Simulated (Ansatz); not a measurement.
Run report: Co$_{4}$O$_{5}$, geometry relaxation (part 1 of 3)

System: Co$_{4}$O$_{5}$ (slab, 9 atoms in the cell).
Method: DFT PBE, scalar-relativistic, plane waves, PAW, spin-polarised (Ansatz 0.2.0).

The structure derives from an entry of the Crystallography Open Database. The input holds or restrains some coordinates. Forces given for the steps count only the free coordinates. It belongs to a series of runs on one base structure; here: O put at a hollow Co-Co site. Figures and captions count atoms from 1; the log counts them from 0 in places.

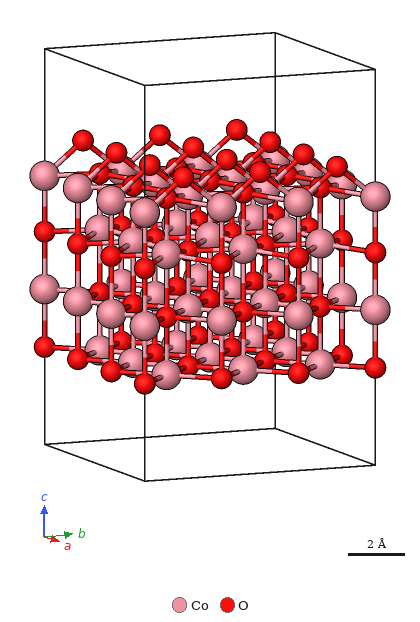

The input geometry (ball-and-stick view of the 3 × 3 repeat of the cell, with the vacuum cut short, seen slightly off an axis). An atom can appear more than once, as a periodic image.

Input:
```yaml
crystal:
  lattice:
    - [3.0160003058, 0.0, 0.0]
    - [0.0, 3.0160003058, 0.0]
    - [0.0, 0.0, 25.3217498647]
  atoms:
    - { symbol: Co, position: [0.5, 0.5, 0.3356798028], spin: 2.66 }
    - { symbol: O, position: [0.0, 0.0, 0.3356798028], spin: 0.32 }
    - { symbol: Co, position: [0.0, 0.0, 0.4188987732], spin: 2.8 }
    - { symbol: O, position: [0.5, 0.5, 0.4188987732], spin: 0.39 }
    - { symbol: Co, position: [0.5, 0.5, 0.5096396381], spin: 2.71 }
    - { symbol: O, position: [0.0, 0.0, 0.501635304], spin: 0.39 }
    - { symbol: Co, position: [0.0, 0.0, 0.5820084184], spin: 2.65 }
    - { symbol: O, position: [0.5, 0.5, 0.5902524725], spin: 0.35 }
    - { symbol: O, position: [0.0, 0.5, 0.6289543792], spin: 2.0 }
basis:
  ecutwfc: 420
kpoints:
  mp_grid: { grid: [10, 10, 1] }
hamiltonian:
  xc: pbe
scf:
  occupations: { method: gaussian, width: 0.1 }
output:
  forces: true
  eigenvalues: true
  populations: true
  write_density: true
  write_potential: true
  elf: true
  volumetric_format: npy
magnetization:
  spin_polarized: true
relax:
  adjacent_minimum: "off"
  f_tol: 0.03
  max_steps: 70
  constraints: [{ sites: [0, 1, 2, 3] }]
efield:
  axis: 3
  dipole_correction: true
  ramp_width: 0.04
```

Hardware: 2 threads of Intel Xeon (Granite Rapids), 32 GiB of memory available, shared host.

Command:
```bash
ansatz run input.yaml --threads 2 --pin off --max-ram 5120MiB --backend cpu --events-out ev --progress --plain --runs-dir out
```

The program's output:
```
Engine: ansatz 0.2.0, x86_64-unknown-linux-gnu
Pseudopotentials: kind: paw
Pseudopotential: Co, paw, valence charge 17, recommended cutoff 420 eV (normal), Co.paw.azcp
Pseudopotential: O, paw, valence charge 6, recommended cutoff 420 eV (normal), O.paw.azcp
Functional definition: PBE
  parameter kappa = 0.804
  parameter beta = 0.06672455060314922
  exchange = pbe_x(kappa = kappa, mu = beta*pi^2/3)
  correlation = pbe_c(beta = beta)
Crystal: 9 atoms, lattice volume = 230.333 Å³
Basis set: ecut = 420 eV, 4421 PW (Γ), exchange–correlation on 48×48×360 points (8 copies of the dense FFT grid, shifted against one another)
Bands: 68, of which v1, the nominal top of the filled ones, is band 49 counted from 1 (48 counted from 0)
Symmetry: 4 space group operations
k-points: 36 of 100
Non-local potential: Co, projectors of the file, l = 0: 3, l = 1: 2, l = 2: 3, l = 3: 1
Non-local potential: O, projectors of the file, l = 0: 2, l = 1: 2, l = 2: 1
PAW form: soft (Blöchl's): semilocal exchange-correlation on the pseudo side does not see the compensation charge
PAW one-centre angular grid: Co, 590 points (default); XC on 64 Gauss nodes
PAW one-centre angular grid: O, 110 points (default); XC on 64 Gauss nodes
Initial density: superposition of atomic densities (neutral atoms: chi_scale 0, normalization atom)
Starting moments: Σ|m| = 14.27 μB on 9 of 9 sites
Initial wavefunctions: pseudopotential atomic-orbital guess
Functional: x = pbe(κ = 0.804, μ = 0.2195149727645171), c = pbe(β = 0.06672455060314922)
SCF iter   1: F=—  HF=-23318.089232 eV  |F-HF|=—  |Δ(HF+E_count)|=         —  Δρ=3.78e-2 (↑2.92e-2 ↓3.78e-2)  dr2=4.25e0  dr2_m=1.38e0  M=13.053 μB ∫|m|=13.072 μB  β_m=1.00  ethr=3.10e-3  p=0.000 e·Å  D=2.76e-6 V/Å  ΔV_dip=-0.00 eV  dr2_dipole=1.70e-1  V_vac-E_F(+/−)=5.62/5.62 eV  ⟨swp⟩=9.0  Hψ=22806  notcnv=0  defer=69
Mixer restart at iter 1: flushing history
efield: sawtooth ramp at fractional position 0.9623 (placed from the atoms, in the widest stretch of the axis that holds none; the zero of the levels goes with the place), width 0.0400; the density the first Hamiltonian is built on has a dipole p = 0.000 e·Å; the dipole correction subtracts the counter field D = 2.76e-6 V/Å, which shifts the + side's vacuum level by -0.00 eV against the − side's; the planar-averaged density in the ramp window peaks in size at 1.2e-5 e/Å³
preconditioner: auto → LDOS  [metal: Δε(μ)=0.003 eV  Ē_g=11.308 eV  σ=0.100 eV  W_gap=0.02  n_scr=54 (ndim 8)  ℏωp=19.9 eV  f_vac=0.598  D(μ)=16.03/eV (n_scr^D=180)]
spin=Collinear: LDOS preconditioning applied to the charge; magnetization (m = ρ↑ − ρ↓) channel mixes plain (no charge-response kernel on spin).
SCF iter   2: F=—  HF=-23323.883475 eV  |F-HF|=—  |Δ(HF+E_count)|=    5.79e0  Δρ=1.79e-2 (↑1.51e-2 ↓1.79e-2)  dr2=1.88e0  dr2_m=8.69e-2  M=12.567 μB ∫|m|=12.640 μB  β_m=0.38  ethr=3.10e-3  p=-0.022 e·Å  D=-1.72e-2 V/Å  ΔV_dip=0.44 eV  dr2_dipole=6.68e-2  V_vac-E_F(+/−)=5.55/5.11 eV  ⟨swp⟩=2.2  Hψ=8453  notcnv=0  defer=539
density mixer auto → msr1: a metal under ldos (density of states about μ 3.17 of a free-electron gas's, 54 screened modes)
SCF iter   3: F=—  HF=-23328.284825 eV  |F-HF|=—  |Δ(HF+E_count)|=    4.40e0  Δρ=1.65e-2 (↑1.65e-2 ↓1.01e-2)  dr2=4.46e-1  dr2_m=2.50e-1  M=12.067 μB ∫|m|=12.188 μB  β_m=0.69  ethr=1.92e-3  p=-0.053 e·Å  D=-4.14e-2 V/Å  ΔV_dip=1.05 eV  dr2_dipole=1.01e-3  V_vac-E_F(+/−)=5.64/4.59 eV  ⟨swp⟩=2.2  Hψ=7867  notcnv=0  defer=539
SCF iter   4: F=—  HF=-23329.964487 eV  |F-HF|=—  |Δ(HF+E_count)|=    1.68e0  Δρ=8.33e-3 (↑8.33e-3 ↓7.04e-3)  dr2=3.43e-2  dr2_m=1.06e-1  M=11.595 μB ∫|m|=11.699 μB  β_m=0.84  ethr=4.55e-4  p=-0.095 e·Å  D=-7.48e-2 V/Å  ΔV_dip=1.90 eV  dr2_dipole=3.01e-3  V_vac-E_F(+/−)=6.04/4.14 eV  ⟨swp⟩=2.5  Hψ=8900  notcnv=0  defer=555
SCF iter   5: F=—  HF=-23330.182904 eV  |F-HF|=—  |Δ(HF+E_count)|=         —  Δρ=1.03e-2 (↑8.38e-3 ↓1.03e-2)  dr2=7.20e-2  dr2_m=1.70e-1  M=11.083 μB ∫|m|=11.315 μB  β_m=0.84  ethr=3.50e-5  p=-0.117 e·Å  D=-9.20e-2 V/Å  ΔV_dip=2.33 eV  dr2_dipole=1.89e-2  V_vac-E_F(+/−)=6.33/4.01 eV  ⟨swp⟩=3.0  Hψ=10796  notcnv=0  defer=555
Mixer restart at iter 5: flushing history
SCF iter   6: F=—  HF=-23330.186437 eV  |F-HF|=—  |Δ(HF+E_count)|=   3.53e-3  Δρ=5.72e-3 (↑5.33e-3 ↓5.72e-3)  dr2=2.27e-2  dr2_m=5.57e-2  M=10.939 μB ∫|m|=11.345 μB  β_m=0.92  ethr=3.50e-5  p=-0.125 e·Å  D=-9.84e-2 V/Å  ΔV_dip=2.49 eV  dr2_dipole=2.09e-3  V_vac-E_F(+/−)=6.42/3.93 eV  ⟨swp⟩=2.6  Hψ=9748  notcnv=0  defer=562
SCF iter   7: F=—  HF=-23330.198277 eV  |F-HF|=—  |Δ(HF+E_count)|=   1.18e-2  Δρ=4.54e-3 (↑3.00e-3 ↓4.54e-3)  dr2=4.98e-2  dr2_m=1.12e-2  M=10.851 μB ∫|m|=11.371 μB  β_m=0.92  ethr=2.32e-5  p=-0.128 e·Å  D=-1.01e-1 V/Å  ΔV_dip=2.55 eV  dr2_dipole=2.28e-3  V_vac-E_F(+/−)=6.48/3.93 eV  ⟨swp⟩=2.9  Hψ=10746  notcnv=0  defer=614
SCF iter   8: F=—  HF=-23330.186103 eV  |F-HF|=—  |Δ(HF+E_count)|=   1.22e-2  Δρ=1.00e-3 (↑6.12e-4 ↓1.00e-3)  dr2=1.65e-3  dr2_m=8.23e-4  M=10.794 μB ∫|m|=11.409 μB  β_m=0.96  ethr=2.32e-5  p=-0.131 e·Å  D=-1.03e-1 V/Å  ΔV_dip=2.60 eV  dr2_dipole=1.56e-4  V_vac-E_F(+/−)=6.51/3.91 eV  ⟨swp⟩=2.4  Hψ=9474  notcnv=0  defer=608
SCF iter   9: F=—  HF=-23330.186363 eV  |F-HF|=—  |Δ(HF+E_count)|=   2.61e-4  Δρ=6.47e-4 (↑2.79e-4 ↓6.47e-4)  dr2=7.60e-4  dr2_m=1.81e-4  M=10.799 μB ∫|m|=11.404 μB  β_m=0.98  ethr=1.68e-6  p=-0.131 e·Å  D=-1.03e-1 V/Å  ΔV_dip=2.60 eV  dr2_dipole=1.84e-5  V_vac-E_F(+/−)=6.51/3.91 eV  ⟨swp⟩=2.8  Hψ=9475  notcnv=0  defer=609
SCF iter  10: F=—  HF=-23330.186499 eV  |F-HF|=—  |Δ(HF+E_count)|=   1.36e-4  Δρ=4.10e-4 (↑1.51e-4 ↓4.10e-4)  dr2=1.94e-4  dr2_m=9.75e-5  M=10.799 μB ∫|m|=11.405 μB  β_m=0.99  ethr=7.75e-7  p=-0.130 e·Å  D=-1.02e-1 V/Å  ΔV_dip=2.59 eV  dr2_dipole=1.01e-5  V_vac-E_F(+/−)=6.50/3.91 eV  ⟨swp⟩=2.2  Hψ=8329  notcnv=0  defer=609
SCF iter  11: F=—  HF=-23330.186700 eV  |F-HF|=—  |Δ(HF+E_count)|=   2.01e-4  Δρ=2.66e-4 (↑7.07e-5 ↓2.66e-4)  dr2=9.61e-5  dr2_m=3.11e-5  M=10.792 μB ∫|m|=11.404 μB  β_m=0.99  ethr=1.98e-7  p=-0.130 e·Å  D=-1.02e-1 V/Å  ΔV_dip=2.60 eV  dr2_dipole=1.70e-9  V_vac-E_F(+/−)=6.51/3.91 eV  ⟨swp⟩=2.5  Hψ=9001  notcnv=0  defer=609
SCF iter  12: F=—  HF=-23330.186765 eV  |F-HF|=—  |Δ(HF+E_count)|=   6.49e-5  Δρ=1.64e-4 (↑4.26e-5 ↓1.64e-4)  dr2=4.15e-5  dr2_m=1.59e-5  M=10.793 μB ∫|m|=11.406 μB  β_m=1.00  ethr=9.81e-8  p=-0.131 e·Å  D=-1.03e-1 V/Å  ΔV_dip=2.60 eV  dr2_dipole=2.11e-6  V_vac-E_F(+/−)=6.51/3.91 eV  ⟨swp⟩=2.4  Hψ=8723  notcnv=0  defer=609
SCF iter  13: F=—  HF=-23330.186810 eV  |F-HF|=—  |Δ(HF+E_count)|=   4.50e-5  Δρ=1.21e-4 (↑4.47e-5 ↓1.21e-4)  dr2=1.67e-5  dr2_m=9.29e-6  M=10.793 μB ∫|m|=11.405 μB  β_m=1.00  ethr=4.24e-8  p=-0.131 e·Å  D=-1.03e-1 V/Å  ΔV_dip=2.60 eV  dr2_dipole=7.67e-7  V_vac-E_F(+/−)=6.51/3.91 eV  ⟨swp⟩=2.5  Hψ=8765  notcnv=0  defer=609
SCF iter  14: F=—  HF=-23330.186848 eV  |F-HF|=—  |Δ(HF+E_count)|=   3.78e-5  Δρ=9.03e-5 (↑5.06e-5 ↓9.03e-5)  dr2=1.14e-5  dr2_m=4.17e-6  M=10.793 μB ∫|m|=11.404 μB  β_m=1.00  ethr=1.71e-8  p=-0.131 e·Å  D=-1.03e-1 V/Å  ΔV_dip=2.60 eV  dr2_dipole=3.02e-8  V_vac-E_F(+/−)=6.51/3.91 eV  ⟨swp⟩=2.9  Hψ=9536  notcnv=0  defer=609
SCF iter  15: F=-23330.186864 eV  HF=-23330.186869 eV  |F-HF|=4.95e-6  |Δ(HF+E_count)|=   2.14e-5  Δρ=8.95e-5 (↑4.14e-5 ↓8.95e-5)  dr2=1.04e-5  dr2_m=4.31e-6  M=10.794 μB ∫|m|=11.404 μB  ethr=1.17e-8  p=-0.131 e·Å  D=-1.03e-1 V/Å  ΔV_dip=2.60 eV  dr2_dipole=4.44e-7  V_vac-E_F(+/−)=6.51/3.91 eV  ⟨swp⟩=21.9  Hψ=54125  notcnv=0
SCF 1 converged in 15 iterations: F = -23330.186864 eV  dr2 = 1.04e-5
  greatest PAW one-centre occupation: 1.004 electrons in one spin orbital (limit 2), on the Co atom at site 4 (counted from 0), in its partial waves of l = 1
relax step   1: F+E_penalty+E_count = -23330.18686447 eV  Δ(F+E_penalty+E_count) = +0.000e0 eV  max|allowed force component| = 2.209e0 eV/Å  Δτ_max = 0.0000 Å  (15 SCF iters, dr2 threshold 2.25e-5 eV, accepted)
Initial density: handed on by an earlier stage of this run
Starting moments: Σ|m| = 14.27 μB on 9 of 9 sites; this step starts from the density that it was given
Initial wavefunctions: those handed on with the density
iter 1 solved again at ethr=2.43e-4 eV; its pass at ethr=3.10e-3 eV (dr2=2.38e-1 eV) is discarded
SCF iter   1: F=—  HF=-23330.379297 eV  |F-HF|=—  |Δ(HF+E_count)|=         —  Δρ=9.03e-3 (↑6.90e-3 ↓9.03e-3)  dr2=2.37e-1  dr2_m=1.13e-1  M=10.565 μB ∫|m|=11.484 μB  β_m=1.00  ethr=2.43e-4  p=-0.131 e·Å  D=-1.03e-1 V/Å  ΔV_dip=2.60 eV  dr2_dipole=8.60e-2  V_vac-E_F(+/−)=6.57/3.97 eV  ⟨swp⟩=1.3  Hψ=14863  notcnv=0  defer=603
efield: sawtooth ramp at fractional position 0.9623 (handed on by an earlier solve), width 0.0400; the density the first Hamiltonian is built on has a dipole p = -0.131 e·Å; the dipole correction subtracts the counter field D = -1.03e-1 V/Å, which shifts the + side's vacuum level by +2.60 eV against the − side's; the planar-averaged density in the ramp window peaks in size at 5.8e-6 e/Å³
preconditioner: auto → LDOS  [metal: Δε(μ)=0.003 eV  Ē_g=11.051 eV  σ=0.100 eV  W_gap=0.01  n_scr=54 (ndim 8)  ℏωp=19.9 eV  f_vac=0.608  D(μ)=16.52/eV (n_scr^D=188)]
spin=Collinear: LDOS preconditioning applied to the charge; magnetization (m = ρ↑ − ρ↓) channel mixes plain (no charge-response kernel on spin).
SCF iter   2: F=—  HF=-23330.461819 eV  |F-HF|=—  |Δ(HF+E_count)|=   8.25e-2  Δρ=6.35e-3 (↑5.72e-3 ↓6.35e-3)  dr2=1.11e-1  dr2_m=5.96e-2  M=10.257 μB ∫|m|=11.453 μB  β_m=0.48  ethr=2.42e-4  p=-0.134 e·Å  D=-1.05e-1 V/Å  ΔV_dip=2.66 eV  dr2_dipole=3.85e-2  V_vac-E_F(+/−)=6.62/3.95 eV  ⟨swp⟩=2.0  Hψ=7269  notcnv=0  defer=618
density mixer auto → msr1: a metal under ldos (density of states about μ 3.02 of a free-electron gas's, 54 screened modes)
SCF iter   3: F=—  HF=-23330.448094 eV  |F-HF|=—  |Δ(HF+E_count)|=   1.37e-2  Δρ=4.30e-3 (↑4.30e-3 ↓4.04e-3)  dr2=1.30e-2  dr2_m=3.23e-2  M=10.086 μB ∫|m|=11.394 μB  β_m=0.74  ethr=1.13e-4  p=-0.138 e·Å  D=-1.09e-1 V/Å  ΔV_dip=2.75 eV  dr2_dipole=4.00e-3  V_vac-E_F(+/−)=6.68/3.93 eV  ⟨swp⟩=2.0  Hψ=6847  notcnv=0  defer=618
SCF iter   4: F=—  HF=-23330.443681 eV  |F-HF|=—  |Δ(HF+E_count)|=   4.41e-3  Δρ=2.09e-3 (↑2.09e-3 ↓1.88e-3)  dr2=1.14e-3  dr2_m=7.64e-3  M=10.041 μB ∫|m|=11.337 μB  β_m=0.87  ethr=1.32e-5  p=-0.141 e·Å  D=-1.11e-1 V/Å  ΔV_dip=2.81 eV  dr2_dipole=1.78e-4  V_vac-E_F(+/−)=6.72/3.92 eV  ⟨swp⟩=2.3  Hψ=7325  notcnv=0  defer=618
SCF iter   5: F=—  HF=-23330.443073 eV  |F-HF|=—  |Δ(HF+E_count)|=   6.07e-4  Δρ=1.13e-3 (↑9.15e-4 ↓1.13e-3)  dr2=6.03e-4  dr2_m=2.00e-3  M=9.956 μB ∫|m|=11.284 μB  β_m=0.93  ethr=1.16e-6  p=-0.142 e·Å  D=-1.11e-1 V/Å  ΔV_dip=2.82 eV  dr2_dipole=1.55e-7  V_vac-E_F(+/−)=6.74/3.92 eV  ⟨swp⟩=3.0  Hψ=9920  notcnv=0  defer=618
SCF iter   6: F=—  HF=-23330.443032 eV  |F-HF|=—  |Δ(HF+E_count)|=   4.10e-5  Δρ=2.75e-4 (↑2.42e-4 ↓2.75e-4)  dr2=2.93e-4  dr2_m=5.14e-5  M=9.904 μB ∫|m|=11.256 μB  β_m=0.97  ethr=6.15e-7  p=-0.142 e·Å  D=-1.11e-1 V/Å  ΔV_dip=2.82 eV  dr2_dipole=4.05e-6  V_vac-E_F(+/−)=6.74/3.92 eV  ⟨swp⟩=2.8  Hψ=9316  notcnv=0  defer=615
SCF iter   7: F=—  HF=-23330.443080 eV  |F-HF|=—  |Δ(HF+E_count)|=   4.73e-5  Δρ=1.90e-4 (↑1.55e-4 ↓1.90e-4)  dr2=1.72e-4  dr2_m=1.09e-5  M=9.896 μB ∫|m|=11.250 μB  β_m=0.84  ethr=2.99e-7  p=-0.141 e·Å  D=-1.11e-1 V/Å  ΔV_dip=2.80 eV  dr2_dipole=1.16e-5  V_vac-E_F(+/−)=6.72/3.92 eV  ⟨swp⟩=2.3  Hψ=8884  notcnv=0  defer=616
SCF iter   8: F=—  HF=-23330.443045 eV  |F-HF|=—  |Δ(HF+E_count)|=   3.47e-5  Δρ=1.11e-4 (↑8.25e-5 ↓1.11e-4)  dr2=1.10e-5  dr2_m=1.55e-5  M=9.894 μB ∫|m|=11.249 μB  β_m=0.92  ethr=1.75e-7  p=-0.141 e·Å  D=-1.11e-1 V/Å  ΔV_dip=2.80 eV  dr2_dipole=7.53e-7  V_vac-E_F(+/−)=6.72/3.92 eV  ⟨swp⟩=3.0  Hψ=9542  notcnv=0  defer=613
SCF iter   9: F=—  HF=-23330.443052 eV  |F-HF|=—  |Δ(HF+E_count)|=   6.82e-6  Δρ=6.56e-5 (↑1.45e-5 ↓6.56e-5)  dr2=3.39e-6  dr2_m=2.57e-6  M=9.889 μB ∫|m|=11.245 μB  β_m=0.96  ethr=1.13e-8  p=-0.141 e·Å  D=-1.10e-1 V/Å  ΔV_dip=2.80 eV  dr2_dipole=5.49e-12  V_vac-E_F(+/−)=6.72/3.92 eV  ⟨swp⟩=2.3  Hψ=8936  notcnv=0  defer=609
SCF iter  10: F=-23330.443035 eV  HF=-23330.443058 eV  |F-HF|=2.34e-5  |Δ(HF+E_count)|=   6.12e-6  Δρ=9.18e-5 (↑1.54e-5 ↓9.18e-5)  dr2=2.39e-5  dr2_m=4.16e-6  M=9.887 μB ∫|m|=11.244 μB  ethr=3.46e-9  p=-0.141 e·Å  D=-1.10e-1 V/Å  ΔV_dip=2.80 eV  dr2_dipole=3.44e-6  V_vac-E_F(+/−)=6.72/3.92 eV  ⟨swp⟩=19.7  Hψ=48497  notcnv=0
the starting moments were not kept: 1 of 9 ended reversed and 7 kept their direction, counting a site from 0.1 μB. The largest reversed, site 8 (counted from 0, in the order of the report's site_moments_mub), started with +2.0 μB and closes at -4.7e-1 μB in its sphere.
SCF 2 converged in 10 iterations: F = -23330.443035 eV  dr2 = 2.39e-5
relax step   2: F+E_penalty+E_count = -23330.44303459 eV  Δ(F+E_penalty+E_count) = -2.562e-1 eV  max|allowed force component| = 2.626e0 eV/Å  Δτ_max = 0.0605 Å  (10 SCF iters, dr2 threshold 1.00e-4 eV, accepted)
[... from here on the SCF iterations and repeated set-up lines of each step are left out, up to the last step ...]
SCF 3 converged in 11 iterations: F = -23331.437172 eV  dr2 = 2.75e-5
relax step   3: F+E_penalty+E_count = -23331.43717151 eV  Δ(F+E_penalty+E_count) = -9.941e-1 eV  max|allowed force component| = 2.462e0 eV/Å  Δτ_max = 0.1997 Å  (11 SCF iters, dr2 threshold 1.00e-4 eV, accepted)
SCF 4 converged in 14 iterations: F = -23332.365545 eV  dr2 = 4.29e-5
relax step   4: F+E_penalty+E_count = -23332.36554488 eV  Δ(F+E_penalty+E_count) = -9.284e-1 eV  max|allowed force component| = 2.348e0 eV/Å  Δτ_max = 0.1959 Å  (14 SCF iters, dr2 threshold 1.00e-4 eV, accepted)
SCF 5 converged in 11 iterations: F = -23332.744299 eV  dr2 = 1.06e-5
relax step   5: F+E_penalty+E_count = -23332.74429939 eV  Δ(F+E_penalty+E_count) = -3.788e-1 eV  max|allowed force component| = 1.624e0 eV/Å  Δτ_max = 0.1948 Å  (11 SCF iters, dr2 threshold 1.00e-4 eV, accepted)
SCF 6 converged in 15 iterations: F = -23333.063844 eV  dr2 = 2.81e-5
relax step   6: F+E_penalty+E_count = -23333.06384450 eV  Δ(F+E_penalty+E_count) = -3.195e-1 eV  max|allowed force component| = 1.377e0 eV/Å  Δτ_max = 0.1925 Å  (15 SCF iters, dr2 threshold 1.00e-4 eV, accepted)
SCF 7 converged in 12 iterations: F = -23333.217589 eV  dr2 = 3.83e-5
relax step   7: F+E_penalty+E_count = -23333.21758930 eV  Δ(F+E_penalty+E_count) = -1.537e-1 eV  max|allowed force component| = 1.161e0 eV/Å  Δτ_max = 0.1940 Å  (12 SCF iters, dr2 threshold 1.00e-4 eV, accepted)
SCF 8 converged in 12 iterations: F = -23332.757708 eV  dr2 = 1.31e-6
relax step   8: F+E_penalty+E_count = -23332.75770787 eV  Δ(F+E_penalty+E_count) = +4.599e-1 eV  max|allowed force component| = 6.602e0 eV/Å  Δτ_max = 0.1952 Å  (12 SCF iters, dr2 threshold 1.00e-4 eV, rejected (line search))
SCF 9 converged in 25 iterations: F = -23333.273479 eV  dr2 = 7.54e-8
```
